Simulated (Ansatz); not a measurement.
## Electronic structure of WSe4 (slab) in real space

```xyz
5
Lattice="3.2703 0.0000 0.0000 -1.6351 2.8321 0.0000 0.0000 0.0000 44.9769" Properties=species:S:1:pos:R:3 pbc="T T T"
Se    0.0000    1.8881    7.4999
Se    0.0000    1.8881   20.8158
W     0.0000    0.0000   22.4884
Se    0.0000    1.8881   24.1611
Se    0.0000    1.8881   37.4770
```

Computed with Ansatz 0.2.0, DFT PBEsol, scalar-relativistic, plane waves, PAW.

In a PAW calculation such maps are meaningful between the atoms, not at the nuclei.

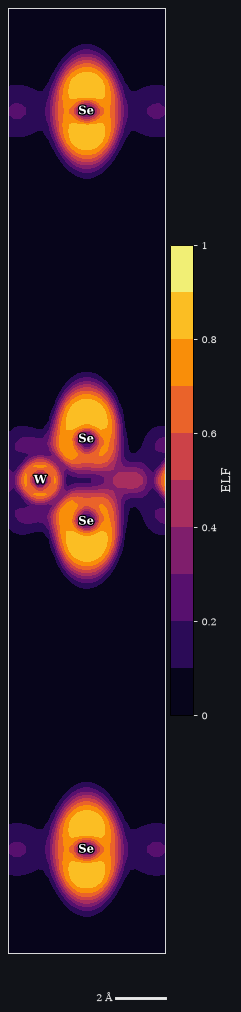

Figure 1. ELF on the (110) plane of the calculation cell, a cut from vacuum to vacuum.

> Describe what can be read from this map.

- The plane passes through Se and W nuclei.
- W–Se (2.52 Å): the ELF is about 0.55 at the midpoint.
- The features right at W lie inside the PAW spheres, where the map follows smoothed inner orbitals and isn't to be read closely.

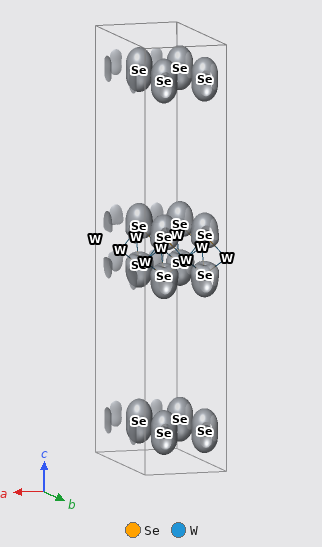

Figure 2. Isosurface of the electron localisation function at 0.65 (grey), seen at an oblique angle. Only the valence region is drawn (cores and ρ < 0.01 e/Å³ removed). Sticks mark near contacts.

> Identify the bonds, lone pairs and shells in this picture.

The ELF exceeds this value in four regions wrapped around Se (the valence shell of each), counted in one cell of 5 atoms. Counts are for one cell; the picture repeats the cell along the surface.

> Metal or insulator at this level of theory?

It is metallic or semimetallic at this level of theory: no gap opens.
